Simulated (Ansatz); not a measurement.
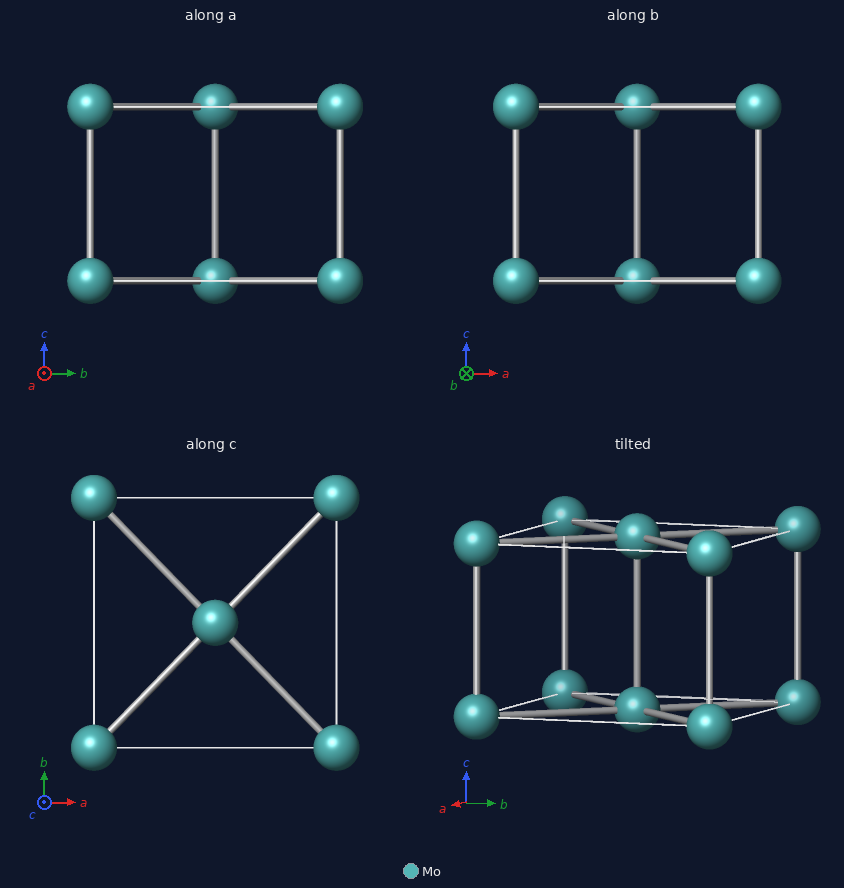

We look at a ball-and-stick model of the crystal along the a axis, along the b axis, along the c axis and slightly off an axis. The lines enclose the conventional unit cell; boundary atoms appear with their images.

Lattice parameters: a = 3.629 Å, b = 3.739 Å, c = 2.605 Å, α = 90.00°, β = 90.00°, γ = 90.00°. Put a along x and b in the xy plane.

Q: Write the structure as a POSCAR file.

A:
```
Mo
1.0
     3.629    0.000    0.000
     0.000    3.739    0.000
     0.000    0.000    2.605
Mo
2
Direct
  0.0000 0.0000 0.0000
  0.5000 0.5000 0.0000
```

It goes back to a structure type filled with this element by a generator (whether the element takes this form wasn't checked). The cell was then strained or its atoms displaced on purpose. A calculation with Ansatz used it as input.
